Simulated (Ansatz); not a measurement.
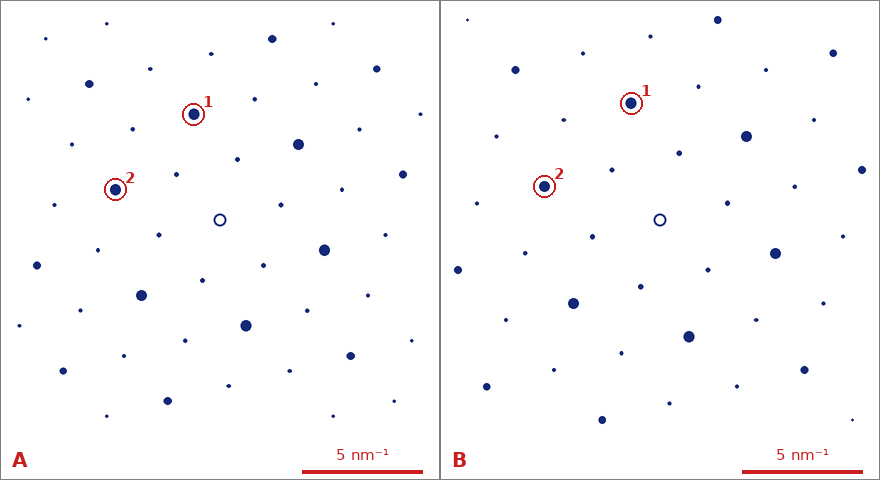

Kinematic electron diffraction patterns (300 kV, B = 0.5 Å², same scale) along [001] of the run's own cell, for the start and the end of one relaxation of Ti3O with DFT r2SCAN, scalar-relativistic, plane waves, PAW in Ansatz 0.2.0. k mesh 12×12×12. The start is a generated model structure, and the relaxation ends in the nearest stationary point of its symmetry, not necessarily the ground state. Spot 1 is -1 -1 0 and spot 2 is 1 -2 0 in both.

Start structure:

```
CELL_PARAMETERS angstrom
3.97125 0.00000 0.00000
-1.98563 3.43920 0.00000
0.00000 0.00000 4.19124
ATOMIC_POSITIONS crystal
Ti 0.00000 0.00000 0.50000
Ti 0.33333 0.66667 0.00000
Ti 0.66667 0.33333 0.00000
O 0.00000 0.00000 0.00000
```

Which pattern belongs to the start structure, and which to the relaxed one?

B is the start: its cell gives d(1) = 1.986 Å, d(2) = 1.986 Å and an angle of 60.0°. A is the relaxed structure, with d(1) = 2.192 Å (+10.4 %), d(2) = 2.192 Å (+10.4 %) and 60.0°.

Summarise the relaxation behind the change.

The volume changed by +9.3 % to 15.64 Å³ an atom; the fractional coordinates hardly changed; the space group stayed P6/mmm (No. 191); the free energy fell by 210 meV an atom. Relaxed cell: a = 4.385 Å, b = 4.385 Å, c = 3.756 Å, α = 90.00°, β = 90.00°, γ = 120.00°.
